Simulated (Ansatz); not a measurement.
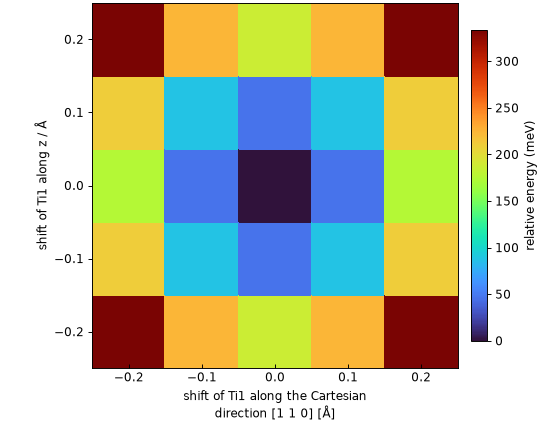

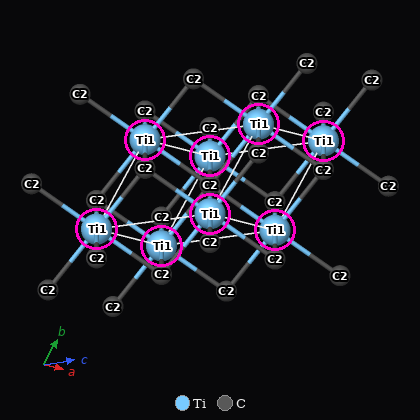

Energy landscape of TiC (Fm-3m, No. 225; 2 atoms in the cell). 
- Atom Ti1 is moved over a plane while all other atoms and the cell stay fixed (its periodic images move with it) (x, y and z along the cube axes).
- The first coordinate is: shift of Ti1 along the Cartesian direction [1 1 0]; the second: shift of Ti1 along z.
- The grid has 5 × 5 points; 9 points were computed and 16 follow by symmetry.
- Points are written as (first, second).
- Energies: meV per cell, counted from the lowest grid point.
- The reference cell is the one listed in the database, not relaxed at this level.
- Level of theory: Ansatz, DFT PBE, scalar-relativistic, plane waves, PAW. Settings: cutoff 420 eV, k-mesh 18×18×18, gaussian smearing 0.15 eV, no spin polarisation.

Drawn: one coloured cell a grid point. The second picture is the structure at the lowest point

Describe this landscape.

Answer. The lowest grid point is at (0.0 Å, 0.0 Å). No other kind of well shows on this grid. The highest grid point, (−0.2 Å, −0.2 Å), lies 333 meV above the lowest. Near the minimum the well is nearly round, with a curvature of about 9.3 eV/Å².
